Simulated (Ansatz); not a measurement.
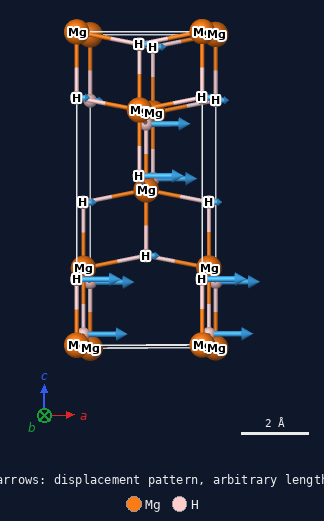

One vibrational mode of a crystal of MgH₂ (a generated structure) at the zone centre. The blue arrows are the displacements of the atoms (eigenvector over the root of the mass), of arbitrary overall length and sign. The picture is a ball-and-stick view of the conventional cell (2 times the calculation's cell), seen from a free direction. Lengths and directions refer to the drawn axes.

These are results of DFT PBE, scalar-relativistic, plane waves, PAW (Ansatz 0.2.0), not measurements. Set-up: plane-wave cutoff 420 eV; k-point mesh 8 × 8 × 8; occupations fixed; no spin polarisation.

Frequencies are those without the non-analytic (LO–TO) term.

Question: What mode is this, and where does it lie in the spectrum?

Answer: This is the E_u mode (doubly degenerate; one member of the set is drawn) at 594 cm⁻¹, optical level 4 of 10, counted from below, infrared-active by symmetry. The Mg atoms hardly move; all motion is along a; it mainly bends the H–Mg bonds; the kinetic energy is shared as H 95 %, Mg 5 %. Its infrared intensity is 75 (D/Å)²/amu for the set.
